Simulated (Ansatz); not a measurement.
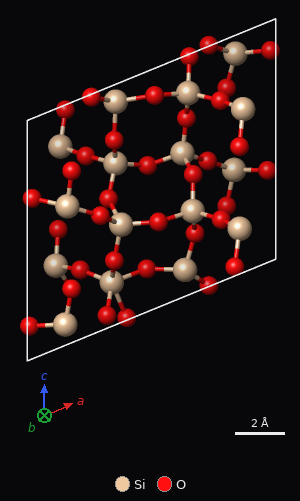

Starting frame of a dynamics run of SiO2 with an interstitial O (49 atoms in the cell). It starts from the last geometry of an earlier run, with fresh velocities. The picture is a ball-and-stick view of the simulation cell, seen along the b axis. Bonds to atoms that aren't drawn are left out.

Theory: DFT LDA, scalar-relativistic, plane waves, PAW in Ansatz.

Set-up: plane-wave cutoff 420 eV; k-point mesh 1 × 1 × 1; Fermi-Dirac smearing 0.05 eV; spin collinear; low-accuracy preset; Langevin thermostat (NVT); set temperature 840 K; time step 1 fs; friction 0.02 per fs. The run takes 300 fs.

Question: Predict how the run goes.

Answer: The mean temperature in the second half is 852 K (standard deviation 91 K). The potential energy is still drifting at the end, so the run hasn't reached equilibrium. The potential energy in the second half lies on average 29.4 meV per atom above the first frame. In the second half of the run the atoms are, in the root-mean-square, this far from where they began (common drift taken out): O 0.34 Å, Si 0.21 Å. Against the typical shortest distance between atoms in the first frame, about 1.6 Å these are wide excursions, but the first-neighbour bonds of the start all hold: the network flexes, or its layers or units shift against each other, without breaking. Bond changes: one O–O bond forms at about 255 fs.

Along the run (each row but the first and the last is the mean over the interval that it begins):

```csv
time (fs),potential energy (meV/atom),T (K)
0.0,0.0,823
30.0,22.4,803
60.0,27.2,714
90.0,22.9,712
120.0,29.4,826
150.0,37.8,833
180.0,33.6,819
210.0,35.9,824
240.0,23.9,976
270.0,16.1,810
300.0,19.6,829
```

The paths of the atoms:

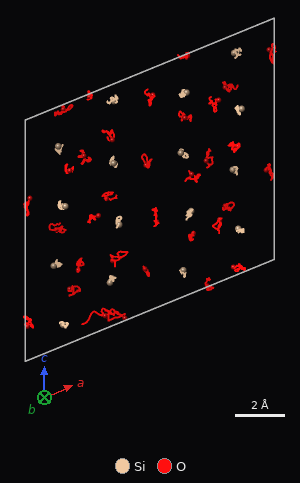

Limits of the set-up: the program's low-accuracy preset was used; the periodic images lie only 7.9 Å apart, so the values are limited by the cell's size.

The run took 25 min on 4 threads of Arm Neoverse V2 (shared host), peak memory 1.1 GiB.

PAW datasets: the set soft_1.
